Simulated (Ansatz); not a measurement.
A series of calculations on H₃C₂N

### Relaxation

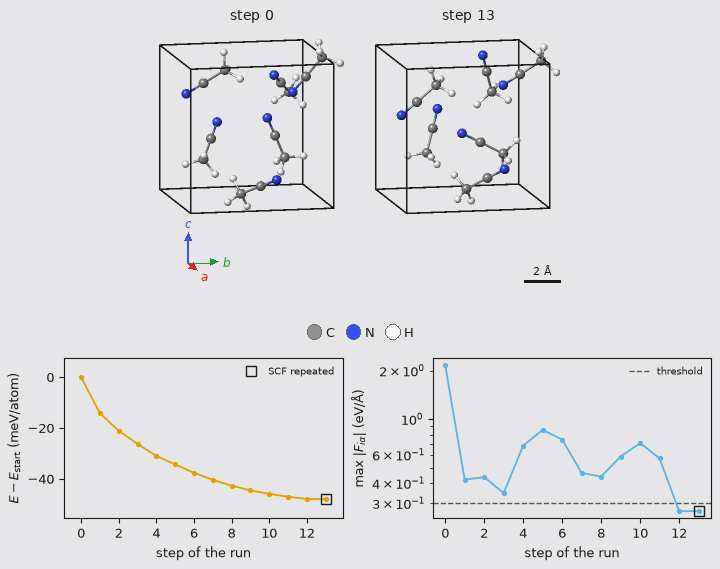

First and last geometry of a relaxation of an amorphous cell of composition H3C2N, with the history of the run. A ball-and-stick model of the cell of the calculation, seen slightly off an axis.

The cell holds 6 CH3CN. The run prepares the start of a later molecular dynamics calculation, from a guessed geometry.

All numbers below come from Ansatz, DFT PBE-D3(BJ), scalar-relativistic, plane waves, PAW.

The input:
```yaml
crystal:
  lattice:
    - [8.311659, 0.0, 0.0]
    - [0.0, 8.311659, 0.0]
    - [0.0, 0.0, 8.311659]
  atoms:
    - { symbol: C, position: [0.9917145, 0.0915286, 0.3707102] }
    - { symbol: C, position: [0.8916387, 0.1657931, 0.4946414] }
    - { symbol: "N", position: [0.8109143, 0.2256973, 0.5946084] }
    - { symbol: H, position: [1.0014375, 0.1712015, 0.2667601] }
    - { symbol: H, position: [1.1121268, 0.0683848, 0.4177547] }
    - { symbol: H, position: [0.9387403, -0.0222605, 0.3320616] }
    - { symbol: C, position: [0.4595876, 0.7735493, 0.2698756] }
    - { symbol: C, position: [0.4842584, 0.7016748, 0.428352] }
    - { symbol: "N", position: [0.5041586, 0.6436985, 0.5561841] }
    - { symbol: H, position: [0.4712959, 0.904153, 0.2771914] }
    - { symbol: H, position: [0.5488009, 0.7277024, 0.1850994] }
    - { symbol: H, position: [0.3396442, 0.7442095, 0.2251465] }
    - { symbol: C, position: [0.131941, 0.8757918, 0.6656437] }
    - { symbol: C, position: [0.2576787, 0.7909889, 0.754457] }
    - { symbol: "N", position: [0.3591028, 0.722584, 0.8260968] }
    - { symbol: H, position: [0.1857466, 0.9612349, 0.5816652] }
    - { symbol: H, position: [0.058865, 0.7901854, 0.5979724] }
    - { symbol: H, position: [0.0542641, 0.9413405, 0.7488159] }
    - { symbol: C, position: [0.4137748, 0.3660476, 0.8829184] }
    - { symbol: C, position: [0.4335295, 0.2121029, 0.8004556] }
    - { symbol: "N", position: [0.4494642, 0.0879261, 0.7339384] }
    - { symbol: H, position: [0.4411719, 0.3527031, 1.0106653] }
    - { symbol: H, position: [0.4947868, 0.455635, 0.8313521] }
    - { symbol: H, position: [0.2901342, 0.4085001, 0.870319] }
    - { symbol: C, position: [0.714352, 0.4143964, 0.0737641] }
    - { symbol: C, position: [0.8305823, 0.5272586, 0.1418961] }
    - { symbol: "N", position: [0.9243374, 0.6182969, 0.1968536] }
    - { symbol: H, position: [0.6496426, 0.4707239, -0.0256736] }
    - { symbol: H, position: [0.7761087, 0.3074966, 0.0289703] }
    - { symbol: H, position: [0.627688, 0.3779489, 0.165464] }
    - { symbol: C, position: [0.829258, 0.9556294, 1.0190965] }
    - { symbol: C, position: [0.7916319, 0.8504679, 0.8833958] }
    - { symbol: "N", position: [0.7612815, 0.7656413, 0.7739353] }
    - { symbol: H, position: [0.8470344, 1.0788232, 0.9772009] }
    - { symbol: H, position: [0.7307904, 0.9542276, 1.1059878] }
    - { symbol: H, position: [0.9389602, 0.9149197, 1.0787297] }
basis:
  ecutwfc: 420.0
kpoints:
  mp_grid: { grid: [1, 1, 1] }
hamiltonian:
  xc: pbe
  dispersion: d3bj
scf:
  occupations: { method: fermi_dirac, width: 0.05 }
  lower_state_search: "off"
relax:
  f_tol: 0.3
  max_steps: 15
  adjacent_minimum: "off"
```

Run as
```bash
ansatz run input.yaml --threads 1 --pin off --max-ram 3072MiB --backend cpu --events-out ev --progress --plain --runs-dir out
```

> Read the history and describe the run.

It converged. Over 12 accepted moves (13 points after the start) the energy falls by 47.9 meV per atom. The largest force component goes from 2.2 to 0.27 eV/Å. 1 step only repeated the SCF at the same geometry. N9 moves most: 1.70 Å along [−1 −1 −1]. By element the largest moves are N 1.70 Å, H 1.14 Å, C 1.13 Å. The cell doesn't change. Near-neighbour distances that change, for instance: C14–N15 1.178 → 1.163 Å, C13–H17 1.092 → 1.107 Å, C13–H16 1.092 → 1.105 Å, C8–N9 1.178 → 1.165 Å. Bond angles that change, for instance: H10–C7–H12 108.8° → 111.4°.

```
step  E − E(0), meV/atom  largest force component, eV/Å                         note
   0                0.00                         2.1658                             
   1              -14.24                         0.4209                             
   2              -21.03                         0.4366                             
   3              -26.22                         0.3477                             
   4              -30.94                         0.6839                             
   5              -34.29                         0.8565                             
   6              -37.58                         0.7469                             
   7              -40.37                         0.4630                             
   8              -42.62                         0.4398                             
   9              -44.47                         0.5858                             
  10              -45.85                         0.7095                             
  11              -46.97                         0.5704                             
  12              -47.87                         0.2682                             
  13              -47.87                         0.2682  same geometry, SCF repeated
```

Limits of the set-up: the periodic images lie only 8.3 Å apart, so the values are limited by the cell's size.

### Dynamics

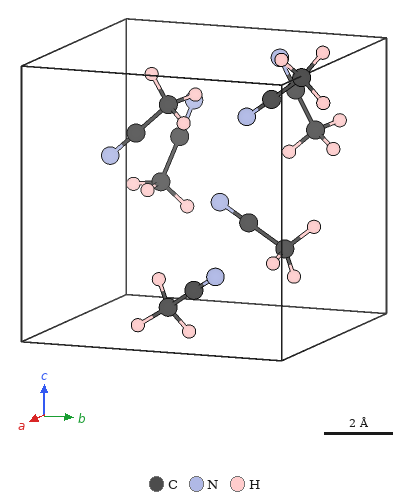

Starting frame of a dynamics run of a periodic cell with 6 CH3CN at 0.712 g/cm³. The picture is a ball-and-stick view of the simulation cell, seen slightly off an axis.

These are results of Ansatz 0.2.0, DFT PBE-D3(BJ), scalar-relativistic, plane waves, PAW, not measurements.

The input:
```yaml
crystal:
  lattice:
    - [8.311659, 0.0, 0.0]
    - [0.0, 8.311659, 0.0]
    - [0.0, 0.0, 8.311659]
  atoms:
    - { symbol: C, position: [1.01673357, 0.13703746, 0.41835771] }
    - { symbol: C, position: [0.96773977, 0.18948784, 0.57752821] }
    - { symbol: "N", position: [0.93135537, 0.23008971, 0.70625948] }
    - { symbol: H, position: [0.96753139, 0.21843733, 0.32672857] }
    - { symbol: H, position: [1.14878042, 0.13900688, 0.41114381] }
    - { symbol: H, position: [0.97389814, 0.0140695, 0.39507797] }
    - { symbol: C, position: [0.46019968, 0.79237888, 0.2961923] }
    - { symbol: C, position: [0.42655737, 0.63977662, 0.37447759] }
    - { symbol: "N", position: [0.397181, 0.51723996, 0.43594367] }
    - { symbol: H, position: [0.43068459, 0.89262929, 0.37818202] }
    - { symbol: H, position: [0.58970734, 0.7993397, 0.26606173] }
    - { symbol: H, position: [0.38904885, 0.79889615, 0.1838555] }
    - { symbol: C, position: [0.13975426, 0.78127242, 0.67156459] }
    - { symbol: C, position: [0.20648366, 0.73138481, 0.82477423] }
    - { symbol: "N", position: [0.26031945, 0.69280419, 0.94801122] }
    - { symbol: H, position: [0.21437356, 0.87962366, 0.62227893] }
    - { symbol: H, position: [0.13862353, 0.67944335, 0.58578829] }
    - { symbol: H, position: [0.01471241, 0.82401063, 0.68843983] }
    - { symbol: C, position: [0.4255238, 0.33053276, 0.7814254] }
    - { symbol: C, position: [0.40961276, 0.19968411, 0.66677547] }
    - { symbol: "N", position: [0.39479393, 0.09473, 0.57522812] }
    - { symbol: H, position: [0.47057603, 0.28461293, 0.89698934] }
    - { symbol: H, position: [0.5079286, 0.42262303, 0.73439308] }
    - { symbol: H, position: [0.3079455, 0.38716213, 0.80180463] }
    - { symbol: C, position: [0.76692802, 0.46754966, 0.11450261] }
    - { symbol: C, position: [0.84665788, 0.59850586, 0.19871126] }
    - { symbol: "N", position: [0.90724641, 0.70577905, 0.26520456] }
    - { symbol: H, position: [0.69255104, 0.51791882, 0.01749256] }
    - { symbol: H, position: [0.85616021, 0.3868932, 0.05934115] }
    - { symbol: H, position: [0.68990725, 0.4003994, 0.19851811] }
    - { symbol: C, position: [0.78269693, 0.98722871, 0.98608444] }
    - { symbol: C, position: [0.73238232, 0.85118367, 0.88894104] }
    - { symbol: "N", position: [0.6949336, 0.74066288, 0.81184407] }
    - { symbol: H, position: [0.8225453, 1.08626407, 0.90757689] }
    - { symbol: H, position: [0.68241622, 1.02818396, 1.062037] }
    - { symbol: H, position: [0.88195456, 0.9493604, 1.06477032] }
basis:
  ecutwfc: 420.0
kpoints:
  mp_grid: { grid: [1, 1, 1] }
hamiltonian:
  xc: pbe
  dispersion: d3bj
scf:
  occupations: { method: fermi_dirac, width: 0.05 }
  lower_state_search: "off"
md:
  timestep: 0.5
  n_steps: 180
  ensemble: nvt_langevin
  temperature: 500.0
  initial_velocities: maxwell_boltzmann
  seed: 627925
  friction: 0.02
```

Command:
```bash
ansatz run input.yaml --threads 1 --pin off --max-ram 3072MiB --backend cpu --events-out ev --progress --plain --runs-dir out
```

What does the trajectory do?

Answer. The mean temperature in the second half is 386 K (standard deviation 32 K). The potential energy in the second half lies on average 42.1 meV per atom above the first frame. Root-mean-square distances from the starting positions over the second half, with the common drift of all atoms taken out: H 0.67 Å, N 0.37 Å, C 0.32 Å. The heavy atoms stay within a fraction of a molecule's size of their starting places, while the hydrogen atoms travel further, as molecules turn; so short a run doesn't tell a liquid from a solid.

Along the run (each row but the first and the last is the mean over the interval that it begins):

```csv
time (fs),potential energy (meV/atom),T (K)
0.0,0.0,486
15.0,36.7,387
30.0,42.2,427
45.0,42.8,363
60.0,40.1,383
75.0,43.3,412
90.0,41.0,415
```

The paths of the atoms:

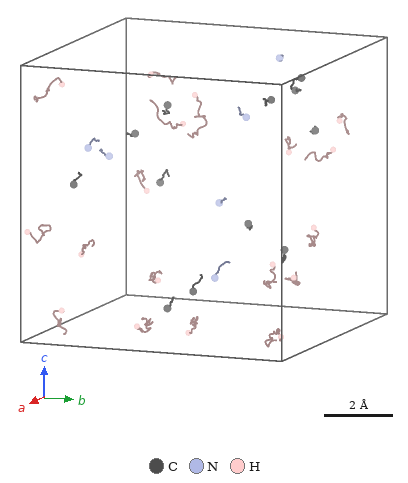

Limits of the set-up: the periodic images lie only 8.3 Å apart, so the values are limited by the cell's size.

### Energy conservation

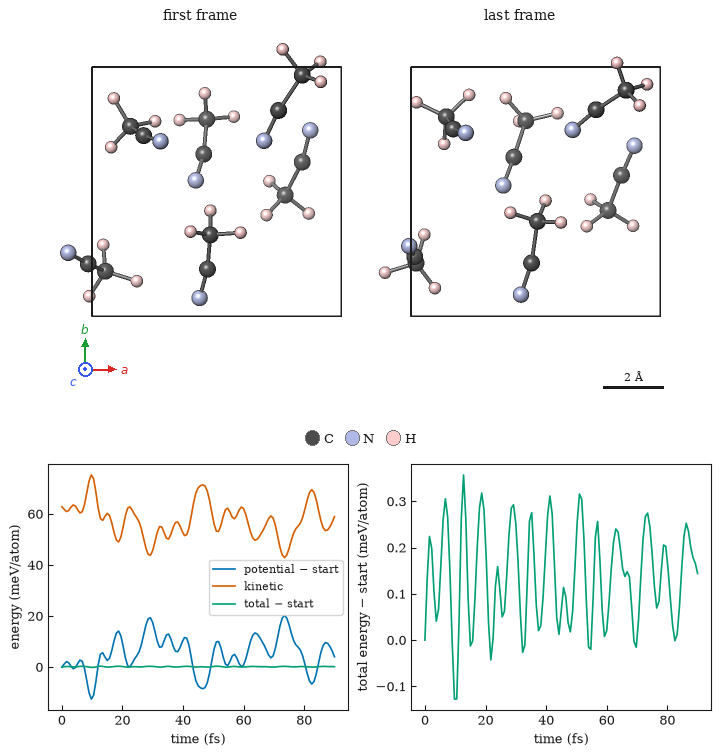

A Born-Oppenheimer molecular dynamics run of a periodic cell with 6 CH3CN at 0.712 g/cm³, 90 fs long. It starts from the last geometry of an earlier run, with fresh velocities. Style: ball-and-stick. Shown: the simulation cell, along the c axis.

All numbers below come from Ansatz 0.2.0, DFT PBE-D3(BJ), scalar-relativistic, plane waves, PAW. Settings: plane-wave cutoff 420 eV; k-point mesh 1 × 1 × 1; Fermi-Dirac smearing 0.05 eV; constant energy (NVE); velocities drawn for 500 K; time step 0.75 fs.

How well is the energy conserved, and can the run be trusted?

Answer. The total energy stays between −0.13 and 0.36 meV per atom of its start. A straight-line fit has a slope that amounts to +0.016 meV per atom over 90 fs (under 0.1 % of the mean kinetic energy), and the ripple about it is 1.5 % of the kinetic energy's fluctuation. With a drift under 2 % and a ripple under 7 %, the integration is accurate. The mean temperature in the second half is 459 K (standard deviation 55 K). The potential energy in the second half lies on average 5.3 meV per atom above the first frame.

Limits of the set-up: the periodic images lie only 8.3 Å apart, so the values are limited by the cell's size.
